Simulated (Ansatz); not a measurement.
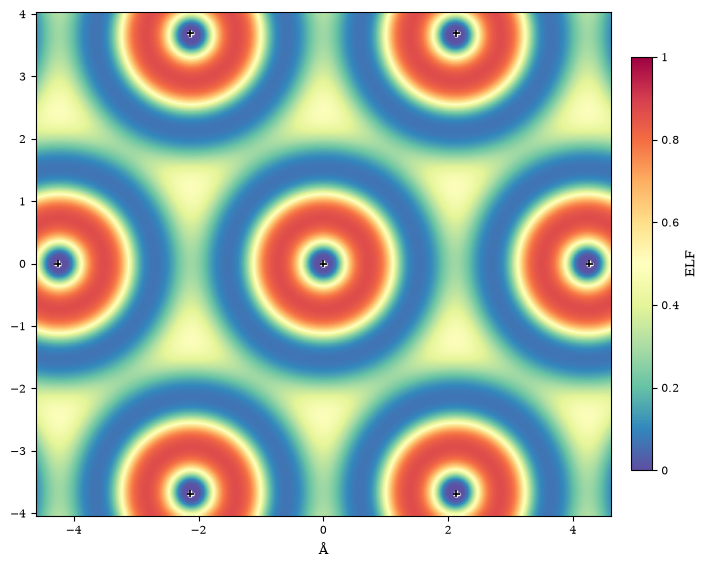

The ELF on a plane through atoms (crosses mark nuclei in the plane).

Level of theory: Ansatz, DFT PBE, scalar-relativistic, plane waves, PAW.

Candidates:
A. CuO, a = 2.95 Å, b = 2.95 Å, c = 5.15 Å, α = 90.01°, β = 90.01°, γ = 89.85°. Space group Cccm; computed without spin polarisation.
B. C, a = 2.47 Å, b = 2.47 Å, c = 25.73 Å, α = 90.00°, β = 90.00°, γ = 120.00°. Space group R-3m; a structure from a database of computed crystals, not necessarily the ambient phase.
C. Sr, a = 6.02 Å, b = 6.02 Å, c = 6.02 Å, α = 90.00°, β = 90.00°, γ = 90.00°. Space group Fm-3m; a structure from a database of computed crystals, not necessarily the ambient phase.

Which system is this?

Candidate C: Sr on the (111) plane of the conventional cell, which holds Sr. Sr–Sr (4.26 Å): the ELF is about 0.30 at the midpoint: no localised pair shows between them.
